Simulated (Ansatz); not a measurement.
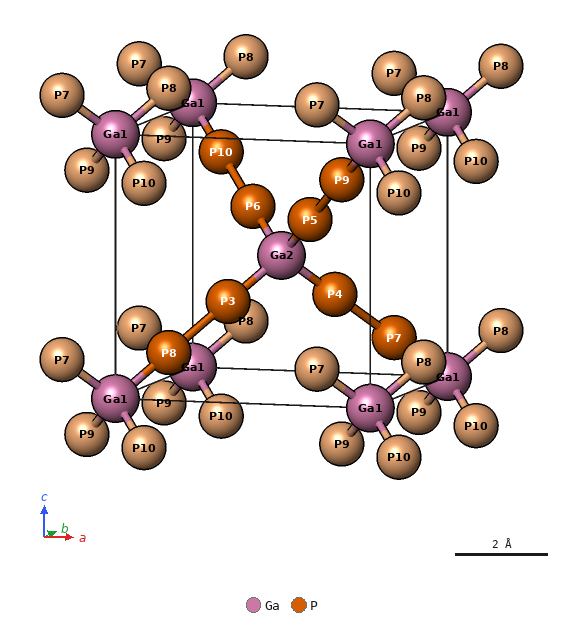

**Figure 1.** The input geometry (ball-and-stick view of the cell of the calculation, seen slightly off an axis; neighbours outside the cell are drawn fainter; atoms are numbered from 1 in the order of the input). Near neighbours in the crystal (not all of them lie inside the picture): Ga has 4 P at 1.63 Å; P has 1 Ga at 1.63 Å and 1 P at 1.81 Å.

## Geometry relaxation of GaP$_{4}$ (part 1 of 3)

System: GaP$_{4}$ (Pn-3m, 10 atoms in the cell).
Method: DFT PBE, scalar-relativistic, plane waves, PAW, no spin polarisation (Ansatz 0.2.0).

The structure was made by a generator, so it may or may not be a known phase. Figures and captions count atoms from 1; the log counts them from 0 in places.

Input file
```yaml
crystal:
  lattice:
    - [5.85268426, 0.0, 0.0]
    - [0.0, 5.85268426, 0.0]
    - [0.0, 0.0, 5.85268426]
  atoms:
    - { symbol: Ga, position: [0.0, 0.0, 0.0] }
    - { symbol: Ga, position: [0.5, 0.5, 0.5] }
    - { symbol: P, position: [0.33923845, 0.33923845, 0.33923845] }
    - { symbol: P, position: [0.66076155, 0.66076155, 0.33923845] }
    - { symbol: P, position: [0.66076155, 0.33923845, 0.66076155] }
    - { symbol: P, position: [0.33923845, 0.66076155, 0.66076155] }
    - { symbol: P, position: [0.83923845, 0.83923845, 0.16076155] }
    - { symbol: P, position: [0.16076155, 0.16076155, 0.16076155] }
    - { symbol: P, position: [0.83923845, 0.16076155, 0.83923845] }
    - { symbol: P, position: [0.16076155, 0.83923845, 0.83923845] }
basis:
  ecutwfc: 420
kpoints:
  mp_grid: { grid: [4, 4, 4] }
hamiltonian:
  xc: pbe
scf:
  occupations: { method: gaussian, width: 0.1 }
  lower_state_search: "off"
output:
  forces: true
  stress: true
  eigenvalues: true
relax:
  adjacent_minimum: "off"
  f_tol: 0.04
  max_steps: 70
  cell: { stress_tol: 0.4 }
```

Run as:
```bash
ansatz run input.yaml --threads 1 --pin off --max-ram 2560MiB --backend cpu --events-out ev --progress --plain --runs-dir out
```

What the program printed
```
Engine: ansatz 0.2.0, aarch64-unknown-linux-gnu
Pseudopotentials: kind: paw
Pseudopotential: Ga, paw, valence charge 13, recommended cutoff 420 eV (normal), Ga.paw.azcp
Pseudopotential: P, paw, valence charge 5, recommended cutoff 420 eV (normal), P.paw.azcp
Functional definition: PBE
  parameter kappa = 0.804
  parameter beta = 0.06672455060314922
  exchange = pbe_x(kappa = kappa, mu = beta*pi^2/3)
  correlation = pbe_c(beta = beta)
Crystal: 10 atoms, lattice volume = 200.477 Å³
Basis set: ecut = 420 eV, 3887 PW (Γ), exchange–correlation on 80×80×80 points (8 copies of the dense FFT grid, shifted against one another)
Bands: 43, of which v1, the nominal top of the filled ones, is band 33 counted from 1 (32 counted from 0)
Symmetry: 48 space group operations
Space group: Pn-3m (ITA 224), of the structure as read, at distance tolerance 5.9e-5 Å
k-points: 10 of 64
Non-local potential: Ga, projectors of the file, l = 0: 2, l = 1: 2, l = 2: 3, l = 3: 1
Non-local potential: P, projectors of the file, l = 0: 2, l = 1: 2, l = 2: 2
PAW form: soft (Blöchl's): semilocal exchange-correlation on the pseudo side does not see the compensation charge
PAW one-centre angular grid: Ga, 590 points (default); XC on 64 Gauss nodes
PAW one-centre angular grid: P, 110 points (default); XC on 64 Gauss nodes
Initial density: superposition of atomic densities (neutral atoms: chi_scale 0, normalization atom), corrected by the library's trained network
Initial wavefunctions: pseudopotential atomic-orbital guess
Functional: x = pbe(κ = 0.804, μ = 0.2195149727645171), c = pbe(β = 0.06672455060314922)
SCF iter   1: F=—  HF=-13545.989299 eV  |F-HF|=—  |Δ(HF+E_count)|=         —  Δρ=1.15e-2  dr2=2.72e-1  ethr=1.77e-3  ⟨swp⟩=10.8  Hψ=2748  notcnv=0
preconditioner: auto → Resta (q_TF=auto, 2.267 Å⁻¹)  ε∞=3.4  [insulator: Δε(μ)=0.239 eV  Ē_g=13.836 eV  σ=0.100 eV  W_gap=0.58  n_scr=32 (ndim 8)  ℏωp=21.3 eV  f_vac=0.009  D(μ)=4.18/eV (n_scr^D=26)  ε∞_Penn≈3.4]
SCF iter   2: F=—  HF=-13545.928145 eV  |F-HF|=—  |Δ(HF+E_count)|=   6.12e-2  Δρ=5.29e-3  dr2=5.56e-2  ethr=4.13e-4  ⟨swp⟩=2.5  Hψ=802  notcnv=0  defer=20
SCF iter   3: F=—  HF=-13545.920293 eV  |F-HF|=—  |Δ(HF+E_count)|=   7.85e-3  Δρ=1.10e-3  dr2=2.23e-3  ethr=8.43e-5  ⟨swp⟩=2.3  Hψ=708  notcnv=0  defer=20
SCF iter   4: F=—  HF=-13545.921253 eV  |F-HF|=—  |Δ(HF+E_count)|=   9.59e-4  Δρ=7.07e-4  dr2=7.78e-4  ethr=3.38e-6  ⟨swp⟩=2.5  Hψ=754  notcnv=0  defer=20
SCF iter   5: F=—  HF=-13545.920845 eV  |F-HF|=—  |Δ(HF+E_count)|=   4.08e-4  Δρ=2.11e-4  dr2=8.94e-5  ethr=1.18e-6  ⟨swp⟩=2.7  Hψ=768  notcnv=0  defer=20
SCF iter   6: F=—  HF=-13545.920922 eV  |F-HF|=—  |Δ(HF+E_count)|=   7.72e-5  Δρ=4.38e-5  dr2=6.47e-6  ethr=1.35e-7  ⟨swp⟩=3.2  Hψ=827  notcnv=0  defer=20
SCF iter   7: F=—  HF=-13545.920924 eV  |F-HF|=—  |Δ(HF+E_count)|=   1.40e-6  Δρ=9.02e-6  dr2=1.63e-7  ethr=9.80e-9  ⟨swp⟩=2.9  Hψ=848  notcnv=0  defer=20
SCF iter   8: F=-13545.920924 eV  HF=-13545.920924 eV  |F-HF|=1.06e-8  |Δ(HF+E_count)|=   2.12e-7  Δρ=1.96e-6  dr2=7.78e-9  ethr=1.52e-10  ⟨swp⟩=15.2  Hψ=2538  notcnv=0
SCF 1 converged in 8 iterations: F = -13545.920924 eV  dr2 = 7.78e-9
  greatest PAW one-centre occupation: 1.000 electrons in one spin orbital (limit 2), on the Ga atom at site 1 (counted from 0), in its partial waves of l = 2
relax step   1: F+E_penalty+E_count = -13545.92092381 eV  Δ(F+E_penalty+E_count) = +0.000e0 eV  max|allowed force component| = 1.392e1 eV/Å  Δτ_max = 0.0000 Å  P = +120.737 GPa  Ω = 200.477 Å³  (8 SCF iters, dr2 threshold 1.00e-7 eV, accepted)
Crystal: 10 atoms, lattice volume = 231.563 Å³
Basis set: ecut = 420 eV, 4553 PW (Γ), exchange–correlation on 80×80×80 points (8 copies of the dense FFT grid, shifted against one another)
Initial density: handed on by an earlier stage of this run
Initial wavefunctions: those handed on with the density
iter 1 solved again at ethr=1.25e-3 eV; its pass at ethr=3.10e-3 eV (dr2=8.25e-1 eV) is discarded
SCF iter   1: F=—  HF=-13573.309881 eV  |F-HF|=—  |Δ(HF+E_count)|=         —  Δρ=2.09e-2  dr2=8.19e-1  ethr=1.25e-3  ⟨swp⟩=2.0  Hψ=2973  notcnv=0
preconditioner: auto → LDOS  [metal: Δε(μ)=0.079 eV  Ē_g=12.924 eV  σ=0.100 eV  W_gap=0.42  n_scr=32 (ndim 8)  ℏωp=19.8 eV  f_vac=0.101  D(μ)=6.07/eV (n_scr^D=32)  β→1.0]
SCF iter   2: F=—  HF=-13573.115536 eV  |F-HF|=—  |Δ(HF+E_count)|=   1.94e-1  Δρ=9.63e-3  dr2=2.59e-1  ethr=1.24e-3  ⟨swp⟩=4.5  Hψ=1141  notcnv=0  defer=3
SCF iter   3: F=—  HF=-13573.044106 eV  |F-HF|=—  |Δ(HF+E_count)|=   7.14e-2  Δρ=1.86e-3  dr2=1.15e-2  ethr=3.93e-4  ⟨swp⟩=3.9  Hψ=1073  notcnv=0  defer=35
SCF iter   4: F=—  HF=-13573.046897 eV  |F-HF|=—  |Δ(HF+E_count)|=   2.79e-3  Δρ=1.77e-3  dr2=5.60e-3  ethr=1.74e-5  ⟨swp⟩=2.3  Hψ=815  notcnv=0  defer=35
SCF iter   5: F=—  HF=-13573.044287 eV  |F-HF|=—  |Δ(HF+E_count)|=   2.61e-3  Δρ=3.30e-4  dr2=4.73e-4  ethr=8.48e-6  ⟨swp⟩=2.0  Hψ=739  notcnv=0  defer=35
SCF iter   6: F=—  HF=-13573.044572 eV  |F-HF|=—  |Δ(HF+E_count)|=   2.85e-4  Δρ=1.10e-4  dr2=3.89e-5  ethr=7.16e-7  ⟨swp⟩=2.2  Hψ=730  notcnv=0  defer=35
SCF iter   7: F=—  HF=-13573.044592 eV  |F-HF|=—  |Δ(HF+E_count)|=   2.00e-5  Δρ=2.34e-5  dr2=1.93e-6  ethr=5.90e-8  ⟨swp⟩=3.0  Hψ=832  notcnv=0  defer=35
SCF iter   8: F=-13573.044593 eV  HF=-13573.044593 eV  |F-HF|=1.36e-7  |Δ(HF+E_count)|=   1.25e-6  Δρ=9.19e-6  dr2=2.01e-7  ethr=1.52e-9  ⟨swp⟩=15.6  Hψ=2771  notcnv=0
SCF 2 converged in 8 iterations: F = -13573.044593 eV  dr2 = 2.01e-7
  greatest PAW one-centre occupation: 0.995 electrons in one spin orbital (limit 2), on the Ga atom at site 1 (counted from 0), in its partial waves of l = 2
relax step   2: F+E_penalty+E_count = -13573.04459327 eV  Δ(F+E_penalty+E_count) = -2.712e1 eV  max|allowed force component| = 1.204e0 eV/Å  Δτ_max = 0.0908 Å  P = +70.025 GPa  Ω = 231.563 Å³  energy of the carried Pulay correction = -1.090e-2 eV  (8 SCF iters, dr2 threshold 1.00e-6 eV, accepted)
[... from here on the SCF iterations and repeated set-up lines of each step are left out, up to the last step ...]
SCF 3 converged in 7 iterations: F = -13584.554424 eV  dr2 = 9.55e-7
relax step   3: F+E_penalty+E_count = -13584.55442419 eV  Δ(F+E_penalty+E_count) = -1.151e1 eV  max|allowed force component| = 1.526e0 eV/Å  Δτ_max = 0.0004 Å  P = +41.330 GPa  Ω = 265.437 Å³  energy of the carried Pulay correction = -2.115e-2 eV  (7 SCF iters, dr2 threshold 1.00e-6 eV, accepted)
SCF 4 converged in 7 iterations: F = -13591.982332 eV  dr2 = 4.71e-7
relax step   4: F+E_penalty+E_count = -13591.98233179 eV  Δ(F+E_penalty+E_count) = -7.428e0 eV  max|allowed force component| = 5.185e-1 eV/Å  Δτ_max = 0.0157 Å  P = +22.668 GPa  Ω = 302.376 Å³  energy of the carried Pulay correction = -3.077e-2 eV  (7 SCF iters, dr2 threshold 1.00e-6 eV, accepted)
SCF 5 converged in 7 iterations: F = -13596.106559 eV  dr2 = 3.72e-7
relax step   5: F+E_penalty+E_count = -13596.10655855 eV  Δ(F+E_penalty+E_count) = -4.124e0 eV  max|allowed force component| = 1.805e-1 eV/Å  Δτ_max = 0.0122 Å  P = +9.846 GPa  Ω = 343.676 Å³  energy of the carried Pulay correction = -4.004e-2 eV  (7 SCF iters, dr2 threshold 1.00e-6 eV, accepted)
SCF 6 converged in 8 iterations: F = -13597.580084 eV  dr2 = 7.45e-7
relax step   6: F+E_penalty+E_count = -13597.58008372 eV  Δ(F+E_penalty+E_count) = -1.474e0 eV  max|allowed force component| = 1.101e-1 eV/Å  Δτ_max = 0.0130 Å  P = +1.376 GPa  Ω = 388.574 Å³  energy of the carried Pulay correction = -4.871e-2 eV  (8 SCF iters, dr2 threshold 1.00e-6 eV, accepted)
SCF 7 converged in 7 iterations: F = -13597.624000 eV  dr2 = 6.57e-7
relax step   7: F+E_penalty+E_count = -13597.62399981 eV  Δ(F+E_penalty+E_count) = -4.392e-2 eV  max|allowed force component| = 5.155e-2 eV/Å  Δτ_max = 0.0071 Å  P = -0.184 GPa  Ω = 400.091 Å³  energy of the carried Pulay correction = -5.074e-2 eV  (7 SCF iters, dr2 threshold 1.00e-6 eV, accepted)
SCF 8 converged in 6 iterations: F = -13597.625893 eV  dr2 = 1.46e-8
relax step   8: F+E_penalty+E_count = -13597.62589329 eV  Δ(F+E_penalty+E_count) = -1.893e-3 eV  max|allowed force component| = 8.745e-3 eV/Å  Δτ_max = 0.0018 Å  P = -0.014 GPa  Ω = 398.532 Å³  energy of the carried Pulay correction = -5.047e-2 eV  (6 SCF iters, dr2 threshold 1.66e-7 eV, accepted)
SCF 9 converged in 10 iterations: F = -13599.809216 eV  dr2 = 5.43e-10
relax step   9: F+E_penalty+E_count = -13599.80921611 eV  Δ(F+E_penalty+E_count) = -2.183e0 eV  max|allowed force component| = 6.949e-3 eV/Å  Δτ_max = 0.0000 Å  P = +5.803 GPa  Ω = 398.532 Å³  stress off target by 5.80e0 GPa  SCF on the basis re-selected at this cell (its energy is not comparable with the rows above)  (10 SCF iters)
SCF 10 converged in 7 iterations: F = -13601.054807 eV  dr2 = 2.93e-7
relax step  10: F+E_penalty+E_count = -13601.05480693 eV  Δ(F+E_penalty+E_count) = -1.246e0 eV  max|allowed force component| = 2.168e-2 eV/Å  Δτ_max = 0.0182 Å  P = +2.509 GPa  Ω = 447.991 Å³  energy of the carried Pulay correction = -8.711e-3 eV  (7 SCF iters, dr2 threshold 1.00e-6 eV, accepted)
SCF 11 converged in 7 iterations: F = -13601.533435 eV  dr2 = 1.05e-7
relax step  11: F+E_penalty+E_count = -13601.53343516 eV  Δ(F+E_penalty+E_count) = -4.786e-1 eV  max|allowed force component| = 5.851e-2 eV/Å  Δτ_max = 0.0222 Å  P = +0.580 GPa  Ω = 501.381 Å³  energy of the carried Pulay correction = -1.918e-2 eV  (7 SCF iters, dr2 threshold 1.00e-6 eV, accepted)
SCF 12 converged in 6 iterations: F = -13601.608565 eV  dr2 = 5.78e-7
relax step  12: F+E_penalty+E_count = -13601.60856484 eV  Δ(F+E_penalty+E_count) = -7.513e-2 eV  max|allowed force component| = 6.669e-2 eV/Å  Δτ_max = 0.0202 Å  P = -0.028 GPa  Ω = 543.293 Å³  energy of the carried Pulay correction = -2.618e-2 eV  (6 SCF iters, dr2 threshold 8.42e-7 eV, accepted)
SCF 13 converged in 6 iterations: F = -13601.609153 eV  dr2 = 7.98e-8
relax step  13: F+E_penalty+E_count = -13601.60915321 eV  Δ(F+E_penalty+E_count) = -5.884e-4 eV  max|allowed force component| = 9.412e-2 eV/Å  Δτ_max = 0.0083 Å  P = +0.205 GPa  Ω = 550.665 Å³  energy of the carried Pulay correction = -2.732e-2 eV  (6 SCF iters, dr2 threshold 2.78e-7 eV, accepted)
SCF 14 converged in 5 iterations: F = -13601.612052 eV  dr2 = 3.50e-7
relax step  14: F+E_penalty+E_count = -13601.61205231 eV  Δ(F+E_penalty+E_count) = -2.899e-3 eV  max|allowed force component| = 1.630e-2 eV/Å  Δτ_max = 0.0002 Å  P = +0.076 GPa  Ω = 555.014 Å³  energy of the carried Pulay correction = -2.798e-2 eV  (5 SCF iters, dr2 threshold 5.54e-7 eV, accepted)
SCF 15 converged in 8 iterations: F = -13601.614891 eV  dr2 = 5.05e-10
relax step  15: F+E_penalty+E_count = -13601.61489145 eV  Δ(F+E_penalty+E_count) = -2.839e-3 eV  max|allowed force component| = 4.477e-2 eV/Å  Δτ_max = 0.0049 Å  P = +0.022 GPa  Ω = 566.864 Å³  energy of the carried Pulay correction = -2.974e-2 eV  (8 SCF iters, accepted)
SCF 16 converged in 6 iterations: F = -13601.630262 eV  dr2 = 9.23e-8
relax step  16: F+E_penalty+E_count = -13601.63026203 eV  Δ(F+E_penalty+E_count) = -1.537e-2 eV  max|allowed force component| = 8.902e-2 eV/Å  Δτ_max = 0.0096 Å  P = +0.041 GPa  Ω = 586.350 Å³  energy of the carried Pulay correction = -3.250e-2 eV  (6 SCF iters, dr2 threshold 1.25e-7 eV, accepted)
SCF 17 converged in 8 iterations: F = -13601.602432 eV  dr2 = 5.30e-8
relax step  17: F+E_penalty+E_count = -13601.60243170 eV  Δ(F+E_penalty+E_count) = +2.783e-2 eV  max|allowed force component| = 7.406e-3 eV/Å  Δτ_max = 0.0295 Å  P = -0.395 GPa  Ω = 650.026 Å³  energy of the carried Pulay correction = -4.053e-2 eV  (8 SCF iters, dr2 threshold 4.95e-7 eV, rejected (line search))
SCF 18 converged in 9 iterations: F = -13601.645713 eV  dr2 = 9.75e-10
relax step  18: F+E_penalty+E_count = -13601.64571282 eV  Δ(F+E_penalty+E_count) = -1.545e-2 eV  max|allowed force component| = 2.922e-2 eV/Å  Δτ_max = 0.0133 Å  P = +0.069 GPa  Ω = 608.962 Å³  energy of the carried Pulay correction = -3.551e-2 eV  (9 SCF iters, accepted)
SCF 19 converged in 8 iterations: F = -13601.904183 eV  dr2 = 1.94e-9
relax step  19: F+E_penalty+E_count = -13601.90418338 eV  Δ(F+E_penalty+E_count) = -2.585e-1 eV  max|allowed force component| = 3.205e-2 eV/Å  Δτ_max = 0.0000 Å  P = +0.668 GPa  Ω = 608.962 Å³  stress off target by 6.68e-1 GPa  SCF on the basis re-selected at this cell (its energy is not comparable with the rows above)  (8 SCF iters)
SCF 20 converged in 7 iterations: F = -13602.026944 eV  dr2 = 5.32e-7
relax step  20: F+E_penalty+E_count = -13602.02694428 eV  Δ(F+E_penalty+E_count) = -1.228e-1 eV  max|allowed force component| = 4.591e-3 eV/Å  Δτ_max = 0.0129 Å  P = +0.600 GPa  Ω = 641.046 Å³  energy of the carried Pulay correction = -1.997e-3 eV  (7 SCF iters, dr2 threshold 1.00e-6 eV, accepted)
SCF 21 converged in 8 iterations: F = -13602.147419 eV  dr2 = 9.03e-8
relax step  21: F+E_penalty+E_count = -13602.14741875 eV  Δ(F+E_penalty+E_count) = -1.205e-1 eV  max|allowed force component| = 1.573e-1 eV/Å  Δτ_max = 0.0195 Å  P = +0.421 GPa  Ω = 689.933 Å³  energy of the carried Pulay correction = -6.928e-3 eV  (8 SCF iters, dr2 threshold 9.00e-7 eV, accepted)
SCF 22 converged in 8 iterations: F = -13602.180015 eV  dr2 = 9.81e-8
relax step  22: F+E_penalty+E_count = -13602.18001522 eV  Δ(F+E_penalty+E_count) = -3.260e-2 eV  max|allowed force component| = 3.341e-2 eV/Å  Δτ_max = 0.0096 Å  P = +0.037 GPa  Ω = 729.885 Å³  energy of the carried Pulay correction = -1.071e-2 eV  (8 SCF iters, dr2 threshold 1.00e-6 eV, accepted)
Basis set: ecut = 420 eV, 14243 PW (Γ), exchange–correlation on 128×128×128 points (8 copies of the dense FFT grid, shifted against one another)
iter 1 solved again at ethr=1.33e-6 eV; its pass at ethr=3.10e-3 eV (dr2=8.77e-4 eV) is discarded
```
